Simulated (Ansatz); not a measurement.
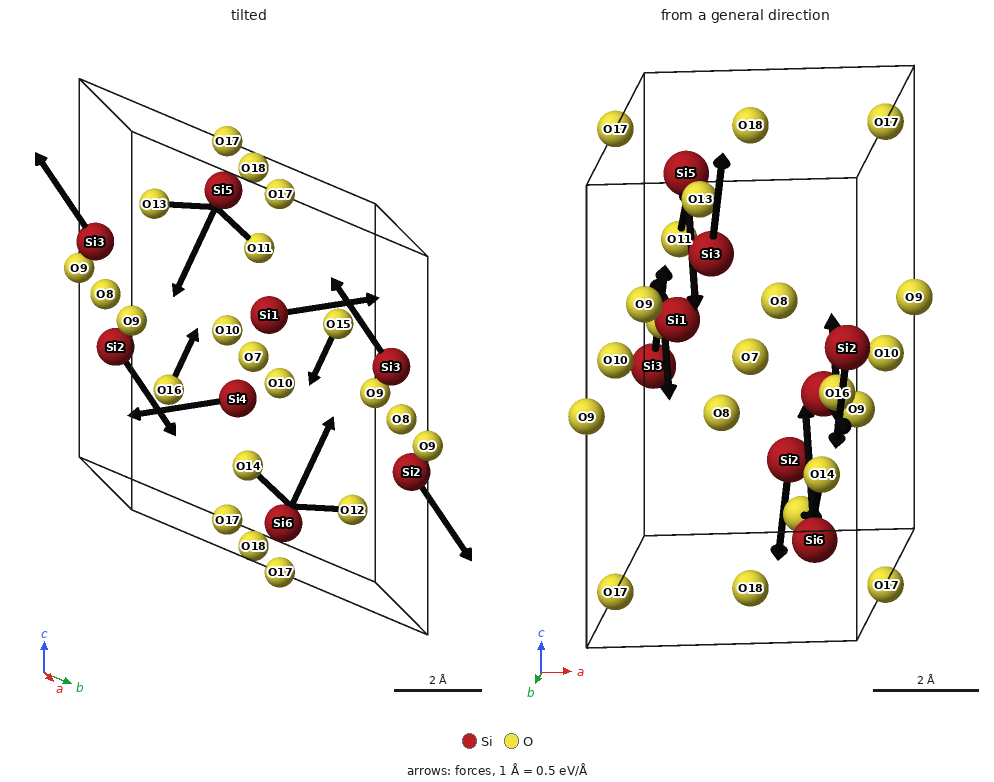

Crystal structure, spheres-only style, seen slightly off an axis and from a general direction. Atoms at the boundary of the cell (the run's own, in a reduced setting) (the box) are drawn once for each face, edge or corner they touch. The arrows are the computed forces on the atoms.

System: SiO₂. The numbers come from Ansatz 0.2.0, DFT PBEsol, scalar-relativistic, plane waves, PAW, using plane waves up to 420 eV, k-points about 0.30 Å⁻¹ apart, Gaussian smearing of 0.05 eV, no spin polarisation.

Judging by the arrows, is the geometry relaxed?

No. The atoms still feel forces of up to about 1.2 eV/Å, far above a usual threshold of 0.01 to 0.03 eV/Å.

The starting point was a structure listed in the Materials Project. The cell was then strained or its atoms displaced on purpose. A calculation with Ansatz used it as input.
